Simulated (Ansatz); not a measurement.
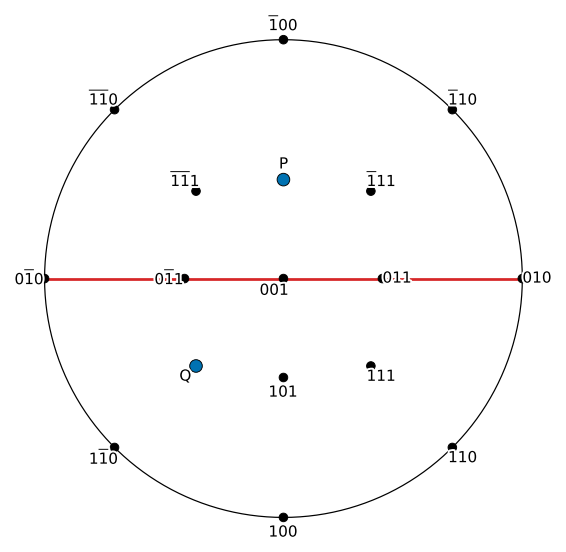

For Pt, the end point of a relaxation with DFT, BLYP, plane waves (420 eV) with PAW, scalar-relativistic in Ansatz 0.2.0; the starting structure was generated, so it need not be a known form of this composition: stereographic projection of plane normals (upper hemisphere) centred on (0 0 1). The drawing is computed from the coordinates (standard cell, symmetry found to 0.002 Å).

a = 5.892 Å, b = 5.892 Å, c = 5.892 Å, α = 90.00°, β = 90.00°, γ = 90.00°.

Question: Index the poles marked P, Q.

Answer: P is (−1 0 1), 45.0° from the centre; Q is (1 −1 1), 54.7° from the centre.

Question: Which zone does the coloured great circle trace?

Answer: The zone [1 0 0]: its poles satisfy h = 0.

Question: What is the angle between the normals of (−1 0 0) and (1 1 1), and what are their d_hkl = 1/|g|?

Answer: 125.3°; d = 5.892 Å and 3.402 Å.
